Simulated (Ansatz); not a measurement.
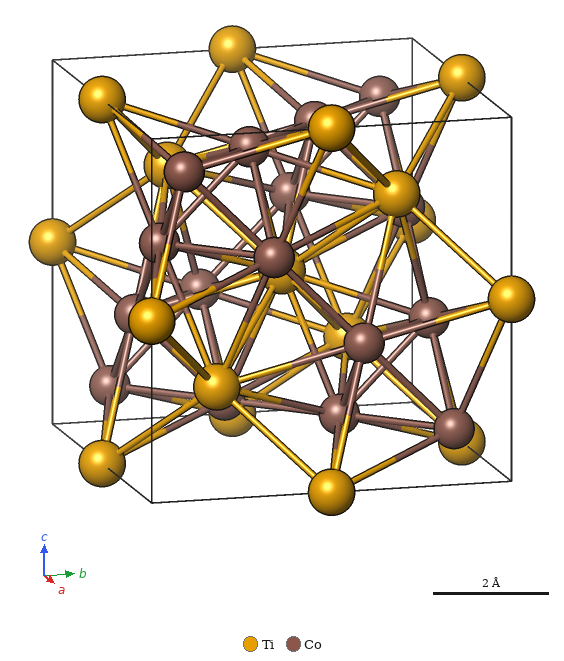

Phonons of solid TiCo$_{2}$, at the zone centre. Style: ball-and-stick. Shown: the conventional cell (4 times the calculation's cell), slightly off an axis. Lengths and directions refer to the drawn axes.

The calculation used DFT LDA, scalar-relativistic, plane waves, PAW (Ansatz 0.2.0). (plane-wave cutoff 420 eV; k-point mesh 10 × 10 × 10; occupations fermi dirac; smearing width 0.15 eV; no spin polarisation)

The frequencies depend somewhat on the k-mesh and the smearing.

Question: Which optical modes does it have, at what frequencies, and is it stable there?

Answer: The calculation's cell holds 6 atoms, so there are 15 optical modes, in 6 levels. The optical modes span T₂u + 2T₁u + E_u + T₂g + A₂u. The lowest is so near zero that its sign isn't certain.

| level | symmetry | frequency (cm⁻¹) | activity |
| --- | --- | --- | --- |
| 1 | T₂u | 13i | silent |
| 2 | T₁u | 163 | infrared-active |
| 3 | E_u | 211 | silent |
| 4 | T₂g | 242 | Raman-active |
| 5 | T₁u | 312 | infrared-active |
| 6 | A₂u | 407 | silent |

The crystal is a metal, so free carriers screen the infrared response.

The displacement patterns (one member of each degenerate set):

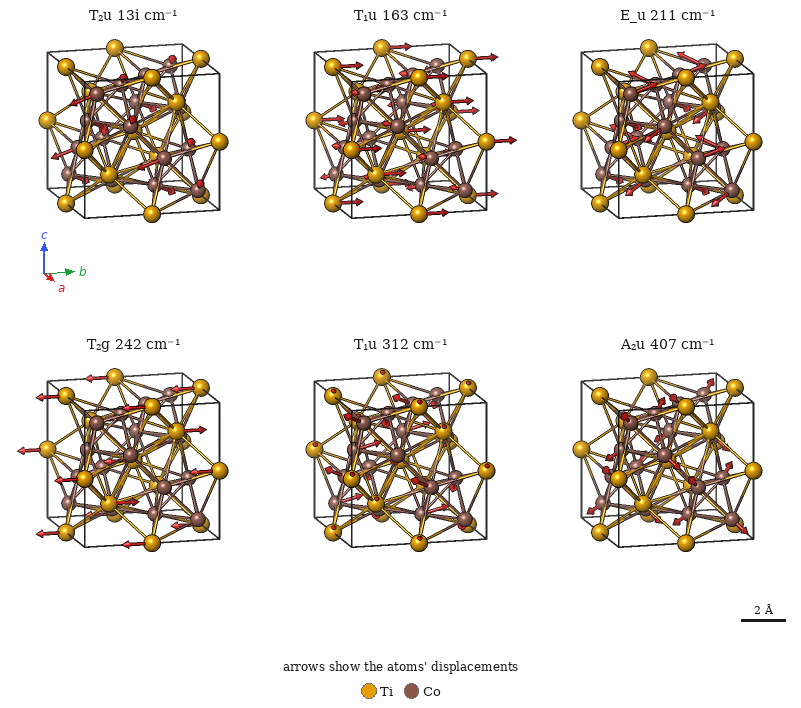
